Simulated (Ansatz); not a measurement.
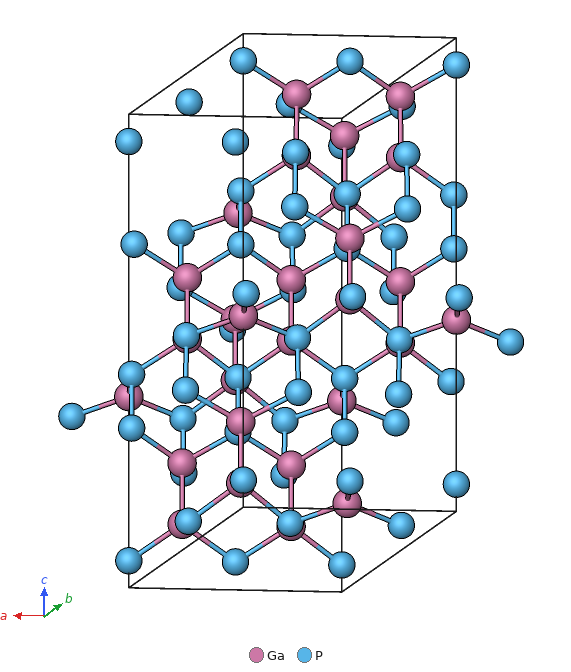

Crystal structure, ball-and-stick style, seen from a general direction. Thin lines show the conventional unit cell, with boundary atoms drawn in all their periodic places. A few atoms beyond the faces are included. Cell: a = 7.769 Å, b = 7.769 Å, c = 19.305 Å, α = 90.00°, β = 90.00°, γ = 120.00°.

- The material is Ga7P8.
- The atoms follow space group R3m (No. 160); the Bravais lattice is rhombohedral (trigonal R).
- In the cell are 21 Ga, 24 P, which makes 3 formula units.
- Ga takes three kinds of site: 9b with three P and one Ga in a tetrahedral arrangement (about 2.4 Å to P, 2.5 Å to Ga); 3a with three P in a trigonal planar arrangement at about 2.4 Å; 9b with three P and one Ga in a distorted tetrahedral arrangement (about 2.4 Å to P, 2.5 Å to Ga).
- By contacts within bonding range, the coordination numbers are P 3 to 4 (mean 3.6).
- The bonds build a three-dimensional framework.

The cell started as a structure listed in the Materials Project. The cell was then strained or its atoms displaced on purpose. A calculation with Ansatz used it as input.
